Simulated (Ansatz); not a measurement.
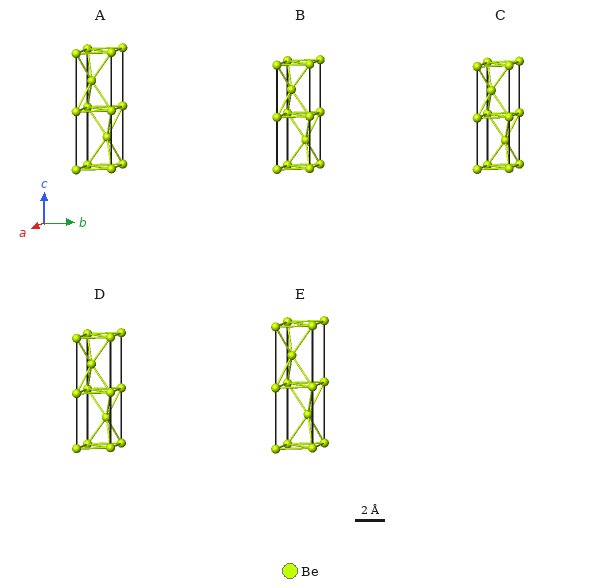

5 geometries from one relaxation of solid Be (a generated structure, set up in P6_3/mmc) (coarse preliminary run), in shuffled order. Style: ball-and-stick. Shown: the cell of the calculation, slightly off an axis.

Case: Ca → Be on all its sites, cell and atoms relaxed.

Level of theory: Ansatz, DFT PBE, scalar-relativistic, plane waves, PAW. Set-up: plane-wave cutoff 420 eV; k-point mesh 12 × 12 × 4; occupations gaussian; smearing width 0.1 eV; no spin polarisation; cell and atoms relaxed; force threshold 0.05 eV/Å; at most 60 steps.

> Put them in the order of the run, from the start to the converged end.

E, A, D, B, C. They are steps 0, 1, 2, 3, 6, at +519 meV per atom, +273 meV per atom, +101 meV per atom, +11.4 meV per atom relative to the last. The atoms keep their places relative to the cell (all moves are under 0.005 Å). The volume changes by −36.8 %, with a = b 2.600 → 2.254 Å (−13.3 %), c 8.534 → 7.182 Å (−15.8 %). Near-neighbour distances that change, for instance: Be–Be 2.609 → 2.217 Å, Be–Be 2.600 → 2.254 Å. The space group stays P6_3/mmc (No. 194). Over 5 accepted moves (6 points after the start) the energy falls by 519 meV per atom. All forces vanish by symmetry, so only the cell relaxes. The pressure goes from −25.61 to −0.05 GPa. The SCF was repeated once at an unchanged geometry on a basis and grid sized afresh for the cell, which shifted the energy by 0.2 meV per atom at most.
